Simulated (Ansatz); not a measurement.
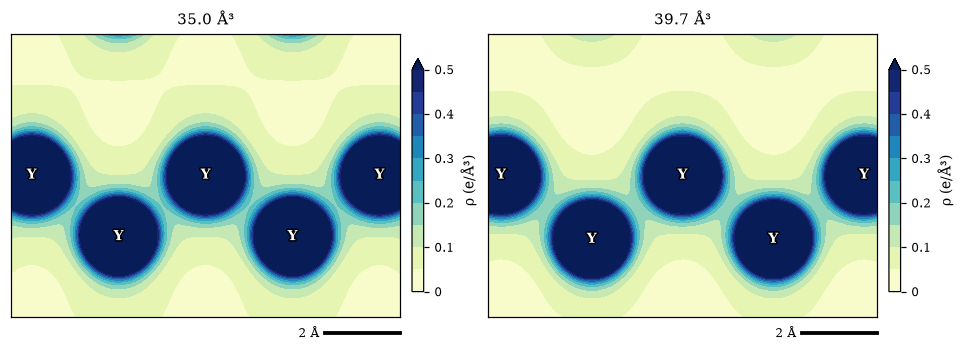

Y. The valence pseudo-density of cells scaled evenly to different volumes (given per atom above each panel), on the (101̄) plane of each (indices in the axes of the cell below), at one length scale and on one colour scale.

A generated structure, not necessarily the stable one.

All numbers below come from DFT, PBEsol, plane waves (420 eV) with PAW, scalar-relativistic (Ansatz 0.2.0).

The largest cell:

```
Y
1.0
     0.00000    3.41241    3.41241
     3.41241    0.00000    3.41241
     3.41241    3.41241    0.00000
Y
2
Cartesian
  0.8531 0.8531 0.8531
  5.9717 5.9717 5.9717
```

| volume (Å³/atom) | Y–Y contact in the plane (Å) | ρ at its midpoint (e/Å³) | pressure (GPa) | 
| --- | --- | --- | --- |
| 34.97 | 2.832 | 0.196 | 1.6 | 
| 36.56 | 2.874 | ? | ? | 
| 39.74 | 2.955 | 0.168 | 0.0 | 

**What values belong in the row with question marks?**

Over the known rows ln ρ falls by 1.25 per Å of Y–Y distance (the line through the two), which gives 0.186 e/Å³ at 2.874 Å; the calculation gives 0.186 e/Å³. For the pressure, a straight line in volume between the neighbouring rows gives 1.1 GPa; the calculation gives 1.1.
